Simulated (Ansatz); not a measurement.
System: AgCl, space group P6_3mc (No. 186) (cell built by us, not taken from a database).

Input file:
```
crystal:
  lattice:
    - [4.1962563206, 0.0, 0.0]
    - [-2.0981281603, 3.6340645744, 0.0]
    - [0.0, 0.0, 6.6886419258]
  atoms:
    - { symbol: Ag, position: [0.3333333333, 0.6666666667, -0.0043954496] }
    - { symbol: Ag, position: [0.6666666667, 0.3333333333, 0.4956045504] }
    - { symbol: Cl, position: [0.3333333333, 0.6666666667, 0.3793954496] }
    - { symbol: Cl, position: [0.6666666667, 0.3333333333, 0.8793954496] }
kpoints:
  mp_grid: { grid: [6, 6, 4] }
hamiltonian:
  xc: pbesol
scf:
  occupations: { method: fixed }
phonons:
  method: dfpt
  dielectric: true
  qpoints: [[0, 0, 0]]
  rigid_motions: translations
```

Method: perturbation theory at the zone centre of a relaxed insulator, optical modes (intensities summed over a level), dielectric tensors and Born charges, a negative frequency is imaginary, spin-unpolarised plane waves (Ansatz 0.2.0). Level: PBEsol.

| setting | value |
| --- | --- |
| periodic directions | 3 |
| potentials | PAW |
| wave cutoff | 420 eV |
| k mesh | 6×6×4 |

Describe the result: the infrared spectrum of the zone-centre phonons.

The strongest infrared line is at 147.9 cm⁻¹, followed by 134.7 (48 % of it).

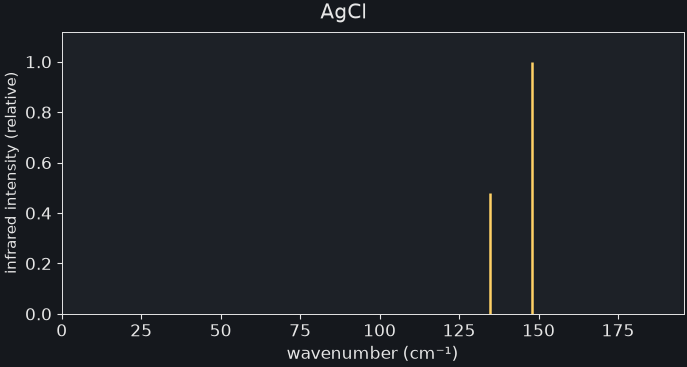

The spectrum is scaled to its strongest line. These are zero-field (TO) frequencies; inactive modes don't show.

Limits of the calculation: field response not settled on the k mesh.
